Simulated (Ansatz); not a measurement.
# Si₂W₃: what the fields show

Input file:

```
crystal:
  lattice:
    - [6.582437603, 0.0, 0.0]
    - [0.0, 6.582437603, 0.0]
    - [0.0, 0.0, 3.2749106436]
  atoms:
    - { symbol: Si, position: [0.1482952242, 0.6198613978, 0.0] }
    - { symbol: Si, position: [0.8517047758, 0.3801386022, 0.0] }
    - { symbol: Si, position: [0.6198613978, 0.8517047758, 0.0] }
    - { symbol: Si, position: [0.3801386022, 0.1482952242, 0.0] }
    - { symbol: W, position: [0.5, 0.5, 0.0] }
    - { symbol: W, position: [0.0, 0.0, 0.0] }
    - { symbol: W, position: [0.6867134621, 0.1330018415, 0.5] }
    - { symbol: W, position: [0.3132865379, 0.8669981585, 0.5] }
    - { symbol: W, position: [0.1330018415, 0.3132865379, 0.5] }
    - { symbol: W, position: [0.8669981585, 0.6867134621, 0.5] }
basis:
  ecutwfc: 420
kpoints:
  mp_grid: { grid: [6, 6, 12] }
hamiltonian:
  xc: pbesol
scf:
  occupations: { method: gaussian, width: 0.15 }
output:
  forces: true
  stress: true
  eigenvalues: true
  write_density: true
  write_potential: true
  elf: true
  volumetric_format: npy
```

Launched as:

```sh
ansatz run input.yaml --threads 2 --pin off --max-ram 5120MiB --backend cpu --events-out ev --progress --plain --runs-dir out
```

Below, planes, directions and counts refer to the conventional cell (a = 6.58 Å, b = 6.58 Å, c = 3.27 Å, α = 90.00°, β = 90.00°, γ = 90.00°).

Space group P4/m; a structure from a database of computed crystals, not necessarily the ambient phase; not relaxed (largest force 0.9 eV/Å); computed pressure about 4 GPa in this cell.

Theory: DFT PBEsol, scalar-relativistic, plane waves, PAW (Ansatz).

Core electrons are frozen (PAW), and the valence fields are smoothed inside the atomic spheres.

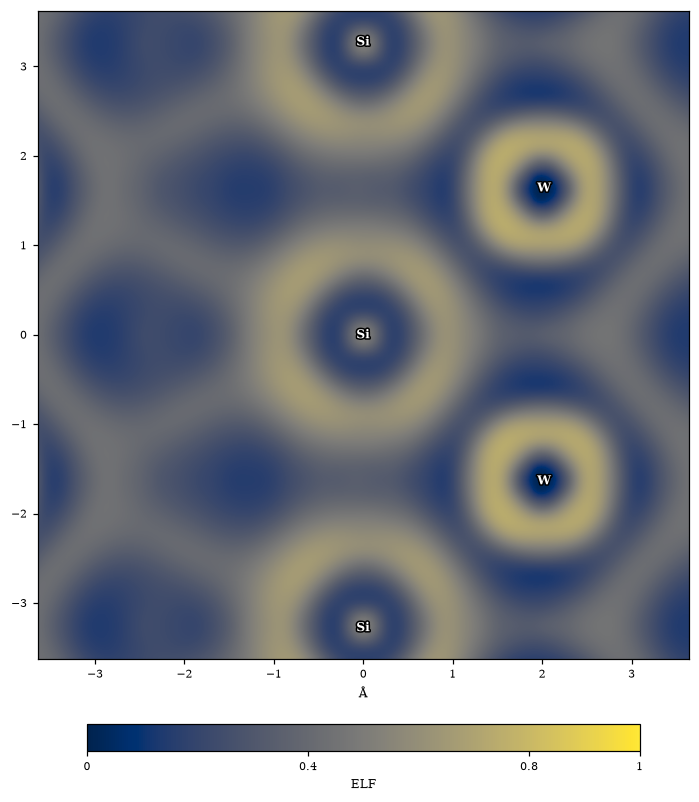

Figure 1. ELF on the (100) plane of the conventional cell.

Interpret the plot.

Answer. The section cuts through Si and W sites. Si–W (2.60 Å): the ELF peaks at about 0.65 in the valence shell of Si, 0.9 Å from its nucleus, and is about 0.40 at the midpoint. The features right at W lie inside the PAW spheres, where the map follows smoothed inner orbitals and isn't to be read closely.

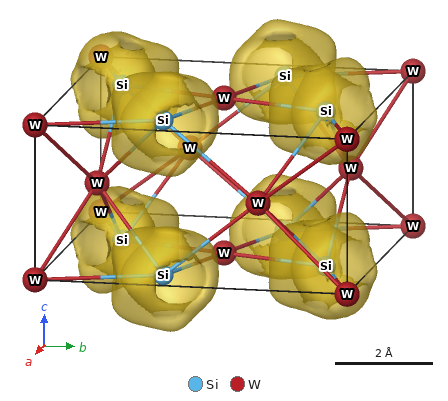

Figure 2. Isosurface of the electron localisation function at 0.6 (yellow), seen slightly off an axis. Only the valence region is drawn (cores and ρ < 0.01 e/Å³ removed). Sticks mark near contacts.

Identify the bonds, lone pairs and shells in this picture.

Answer. The surface consists of four regions wrapped around Si (the valence shell of each), counted in one cell of 10 atoms. Any copies at cell faces, edges or corners count once.


Si–W (2.45 Å): the ELF peaks at about 0.70 in the valence shell of Si, 0.9 Å from its nucleus, and is about 0.45 at the midpoint. Si–Si (2.51 Å): the ELF peaks at about 0.55 in the valence shell of Si, 1.0 Å from its nucleus, and is about 0.55 at the midpoint.

Metal or insulator at this level of theory?

Answer. It is gapless in this calculation (a metal or semimetal).
